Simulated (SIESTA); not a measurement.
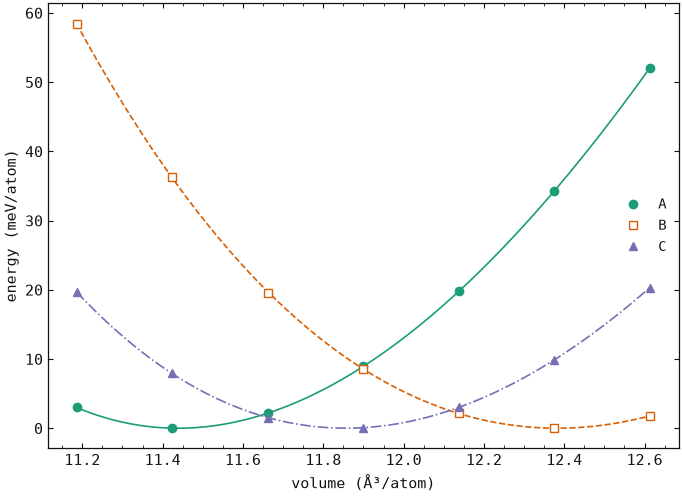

The picture above shows the energy against volume, with one curve for each functional, for ZnO (space group P6_3mc). The labels are replaced by letters. In alphabetical order the cases are: LDA; PBE; PBEsol.

How it was computed, with SIESTA 5.4.2: DFT in numerical atomic orbitals with pseudopotentials, no spin polarisation; energies at scaled volumes of the given cell, shape and fractions fixed, counted from the fit's minimum, third-order Birch-Murnaghan fit. All runs: no spin polarisation.

- k mesh: 9×9×5
- occupations: Fermi–Dirac
- smearing width: 0.05 eV
- potentials: PseudoDojo 0.4 standard, converted to PSML, two zetas on semicore shells

Which letter stands for which functional?

Answer. A: LDA; B: PBE; C: PBEsol.

Limits of the calculation: mulliken charges of long orbitals; short basis over semicore shells; valence orbitals made in semicore potential; shape and atomic fractions are frozen while scaling, which makes layered, chain and framework solids too stiff.
